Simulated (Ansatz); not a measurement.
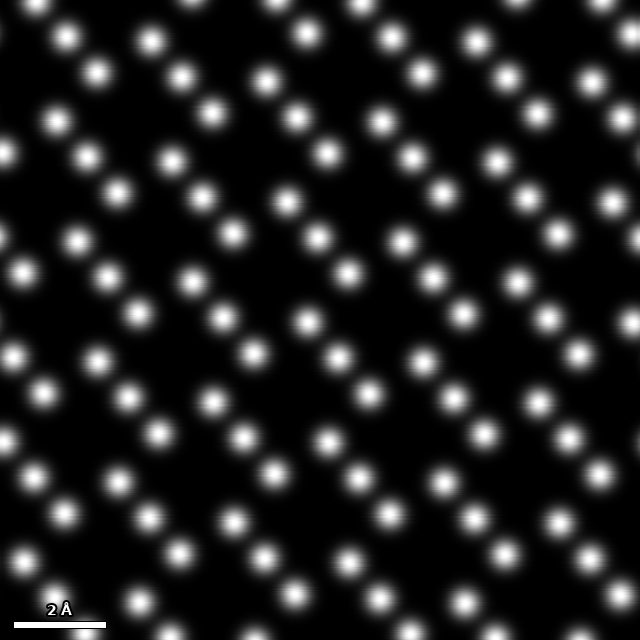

Dark-field STEM-like image of Ir (R-3m, No. 166). The image is simulated as a sum over atoms of Z^1.6, blurred by a 0.51 Å probe (no channelling). A slight drift was added. Structure: coordinates from a relaxation with DFT r2SCAN, scalar-relativistic, plane waves, PAW in Ansatz; the starting structure was generated, so it need not be a known form of this composition.

```cif
data_structure
_symmetry_space_group_name_H-M 'P 1'
_symmetry_Int_Tables_number 1
_cell_length_a 2.7210
_cell_length_b 2.7210
_cell_length_c 19.9924
_cell_angle_alpha 90.000
_cell_angle_beta 90.000
_cell_angle_gamma 120.000
_cell_volume 128.19
loop_
_atom_site_label
_atom_site_type_symbol
_atom_site_fract_x
_atom_site_fract_y
_atom_site_fract_z
_atom_site_occupancy
Ir1 Ir 0.00000 0.00000 0.00000 1
Ir2 Ir 0.33333 0.66667 0.88979 1
Ir3 Ir 0.00000 0.00000 0.77688 1
Ir4 Ir 0.66667 0.33333 0.33333 1
Ir5 Ir 0.00000 0.00000 0.22312 1
Ir6 Ir 0.66667 0.33333 0.11021 1
Ir7 Ir 0.33333 0.66667 0.66667 1
Ir8 Ir 0.66667 0.33333 0.55645 1
Ir9 Ir 0.33333 0.66667 0.44355 1
```

Q: Along which zone axis is the crystal seen: [211], [310], [121] or [131]? (Directions equivalent by symmetry count as one.)

A: [211]. The projected cells are 2.67 × 2.67 Å, 119° for [211]; 0.89 × 6.67 Å, 93° for [310]; 0.51 × 1.38 Å, 101° for [121]; 0.88 × 2.31 Å, 97° for [131], and the image repeats as the [211] one does.
